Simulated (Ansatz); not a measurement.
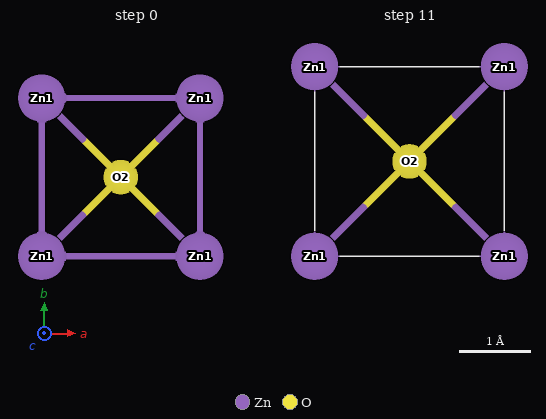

The structure of crystalline ZnO (built on the CsCl type) before (left) and after (right) a relaxation, at one scale.

Style: ball-and-stick. Shown: the cell of the calculation, along the c axis.

Theory: Ansatz, DFT, PBE, plane waves, PAW.

Input file:
```yaml
crystal:
  lattice:
    - [2.2428406736, 0.0, 0.0]
    - [0.0, 2.2428406736, 0.0]
    - [0.0, 0.0, 2.2428406736]
  atoms:
    - { symbol: Zn, position: [0.0, 0.0, 0.0] }
    - { symbol: O, position: [0.5, 0.5, 0.5] }
kpoints:
  mp_grid: { grid: [10, 10, 10] }
hamiltonian:
  xc: pbe
scf:
  occupations: { method: fermi_dirac, width: 0.02 }
relax:
  f_tol: 0.005
  cell: {}
```

Command:
```bash
ansatz run input.yaml --threads 2 --pin off --max-ram 2211MiB --backend cpu --events-out ev --progress --plain --runs-dir out
```

Q: What changed between the two?

A: After 9 accepted moves (11 points after the start) the energy has fallen by 2297 meV per atom. All forces vanish by symmetry, so only the cell relaxes. The pressure goes from 298.40 to −0.03 GPa. At 2 points the geometry stayed and the basis and grid were re-selected for the new cell (energy shift of 190 meV per atom at most each time). The atoms keep their places relative to the cell (all moves are under 0.005 Å). The drawn cell changes as follows: a = b = c 2.243 → 2.688 Å (+19.8 %); the volume changes by +72.1 %. Near-neighbour distances that change, for instance: Zn1–Zn1 2.243 → 2.688 Å, Zn1–O2 1.942 → 2.328 Å. The space group stays Pm-3m (No. 221). The run took 6.7 s on 2 threads of Arm Neoverse V1, on a shared host, peak memory 0.3 GiB.
